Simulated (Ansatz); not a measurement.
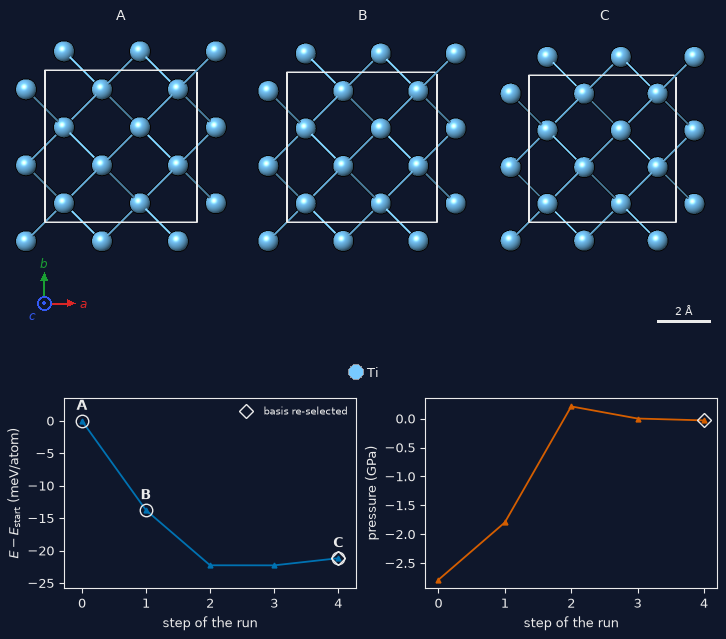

Frames of a relaxation of solid Ti (a generated structure, set up in Fd-3m), marked on the history of the run. The picture is a ball-and-stick view of the conventional cell (4 times the calculation's cell), seen along the c axis. Lengths and directions refer to the drawn axes.

Phase: diamond.

Theory: DFT, r2SCAN, plane waves (500 eV) with PAW, scalar-relativistic (Ansatz 0.2.0).

Input file:
```yaml
crystal:
  lattice:
    - [0.0, 2.8780170575, 2.8780170575]
    - [2.8780170575, 0.0, 2.8780170575]
    - [2.8780170575, 2.8780170575, 0.0]
  atoms:
    - { symbol: Ti, position: [0.125, 0.125, 0.125] }
    - { symbol: Ti, position: [0.875, 0.875, 0.875] }
hamiltonian:
  xc: r2scan
  pseudopotentials:
    kind: paw
    azcp:
      Ti: "pseudopotentials/Ti.paw.azcp"
basis:
  ecutwfc: 500
  fft_grid_basis: typed
kpoints:
  mp_grid: { grid: [10, 10, 10], shift: [0, 0, 0] }
magnetization:
  spin_polarized: false
scf:
  occupations: { method: fermi_dirac, width: 0.1 }
relax:
  max_steps: 60
  f_tol: 0.01
  cell: {}
```

Launched with:
```bash
ansatz run input.yaml --threads 1 --pin off --max-ram 3584MiB --backend cpu --events-out ev --progress --plain --runs-dir out
```

What happens along the run?

No atom moves by more than 0.005 Å relative to the cell. Cell: a = b = c 5.756 → 5.568 Å (−3.3 %). Volume −9.5 %. Some distances before and after: Ti1–Ti2 2.492 → 2.411 Å. The space group stays Fd-3m (No. 227). Over 3 accepted moves (4 points after the start) the energy falls by 21.2 meV per atom. All forces vanish by symmetry, so only the cell relaxes. The pressure goes from −2.79 to −0.03 GPa. At 1 point the geometry stayed and the basis and grid were re-selected for the new cell (energy shift of 1.1 meV per atom at most each time). The run took 32 s on 1 thread of Intel(R) Xeon(R) Platinum 8259CL CPU @ 2.50GHz (Skylake/Cascade Lake) (shared host), peak memory 0.65 GiB. From step 0 to 1: volume −3.9 %, energy −13.8 meV per atom. From step 1 to 4: volume −5.9 %, energy −7.4 meV per atom.

```
step  E − E(0), meV/atom  pressure, GPa  volume, Å³/atom                      note
   0                0.00          -2.79           23.839                          
   1              -13.77          -1.80           22.920                          
   2              -22.25           0.21           21.426                          
   3              -22.26           0.00           21.574                          
   4              -21.17          -0.03           21.574  same geometry, new basis
```
